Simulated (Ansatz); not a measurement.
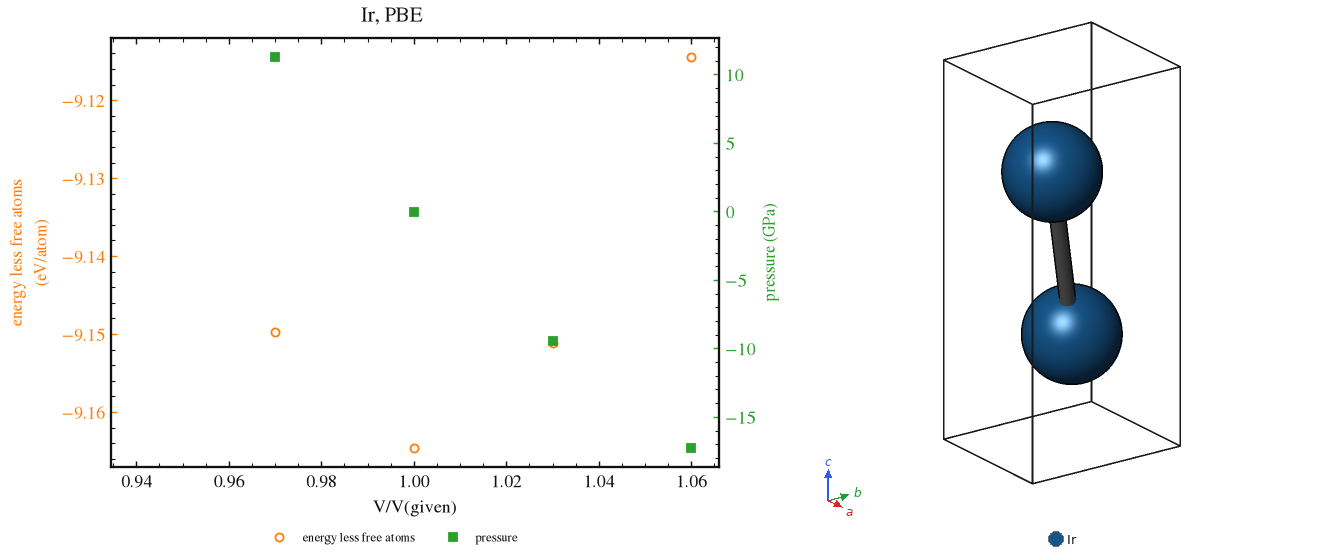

The figure shows the energy less free atoms and pressure against V/V(given) for Ir, space group P6_3/mmc (No. 194). The conventional cell is drawn beside the plot.

Structure:
```
CELL_PARAMETERS angstrom
2.74856 0.00000 0.00000
-1.37428 2.38033 0.00000
0.00000 0.00000 4.45166
ATOMIC_POSITIONS crystal
Ir 0.33333 0.66667 0.25000
Ir 0.66667 0.33333 0.75000
```

Computed with Ansatz 0.2.0: periodic Kohn-Sham DFT of a crystal at fixed atoms, scaled to the stated factor times the given cell; pressure positive in compression, energy less spherical unpolarised free atoms. Level: PBE.

- method: all-electron LAPW
- relativity: scalar
- k mesh: 15×15×8
- occupations: Fermi–Dirac
- smearing width: 0.03 eV
- basis error target: 1 (meV/atom)
- nucleus: Gaussian

V(given) is 14.56 Å³/atom.

The point at V/V(given) 0.941 is left out of the plot. What does the calculation give there?

| V/V(given) | energy less free atoms (eV/atom) | pressure (GPa) |
| --- | --- | --- |
| 0.941 | −9.1023 | 24.6 |

Limits of the calculation: no spin-orbit coupling on heavy atoms; shape and atomic fractions are frozen while scaling, which makes layered, chain and framework solids too stiff.
